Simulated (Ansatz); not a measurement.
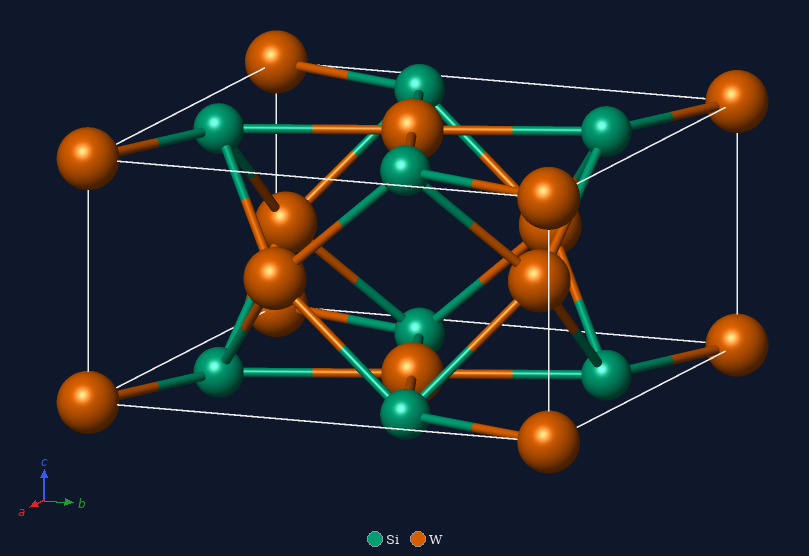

An orthographic ball-and-stick view of the structure, slightly off an axis. The parallelepiped is the conventional unit cell. Cell: a = 6.62 Å, b = 6.62 Å, c = 3.32 Å, α = 90.00°, β = 90.00°, γ = 90.00°.

The structure was taken from a structure listed in the Materials Project. Earlier steps of the study may have refined or changed the cell and positions. It went into a calculation with Ansatz.

Q: Describe the crystal.

A: Its composition is Si2W3. The lattice is primitive tetragonal and the space group P4/mbm (No. 127). Content of the cell: 4 Si, 6 W (Z = 2). Every Si atom has eight W and one Si (about 2.6 Å to W, 2.5 Å to Si) as neighbours. W takes two kinds of site: 2a with four Si in a square planar arrangement at about 2.6 Å; 4h with six Si at about 2.5 Å. Not all metal-metal contacts are counted. The bonds build a three-dimensional framework.

All computed values are from Ansatz 0.2.0, DFT PBE, scalar-relativistic, plane waves, PAW. Settings: an energy cutoff of 420 eV, k-grid 6×6×12, Gaussian smearing of 0.1 eV, no spin polarisation.

Q: What is the band gap, if any?

A: A metal: bands cross the Fermi level.

Q: Give the Bader charge of each element.

A: Si -0.37 e; W +0.22 to +0.26 e.

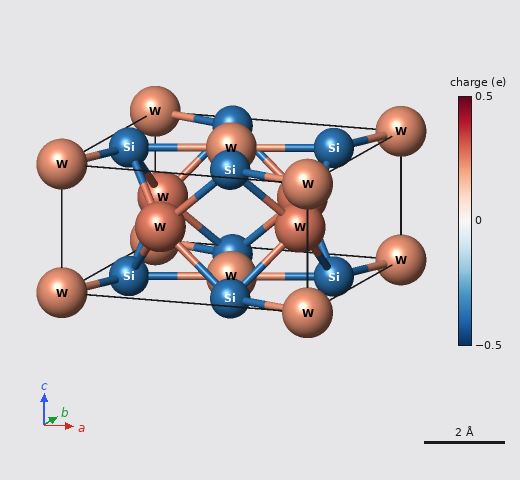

The atoms coloured by those charges. The run's cell of 10 atoms is drawn.

Q: Is the structure relaxed at this level of theory?

A: Yes. All forces vanish to within 0.01 eV/Å. The pressure is 0.0 GPa, close to zero.
